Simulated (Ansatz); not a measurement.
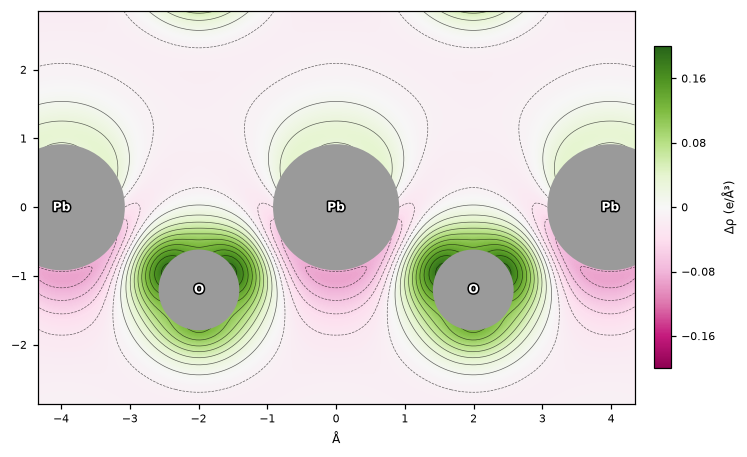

*PbO. Deformation density (self-consistent density less superposed neutral spherical atoms): a map on the (100) plane of the conventional cell, with grey discs over the atomic cores. Cores are masked to 0.9 Å (Pb) and 0.6 Å (O).*

Space group P4/nmm; the calculation finds a residual pressure of about 3 GPa at this fixed cell.

Theory: DFT PBE, scalar-relativistic, plane waves, PAW (Ansatz).

Core electrons are frozen (PAW), so the fields are smoothed inside the atomic spheres.

### Where does charge go when the atoms form this crystal?

O–Pb (2.33 Å): Δρ is about zero at the midpoint, so little or no bond charge builds up halfway.
Over the whole cell, outside the masked cores, the largest gain lies at the edge of the masked core of O, and the largest loss, 0.09 e/Å³, lies 1.0 Å from a lead nucleus.
In all about 0.28 e an atom is rearranged against the free atoms.
Bader charges: Pb +1.16 and O −1.16 e.

### Metal or insulator at this level?

It is gapped, with a Kohn–Sham gap of 1.2 eV on the k-point mesh.
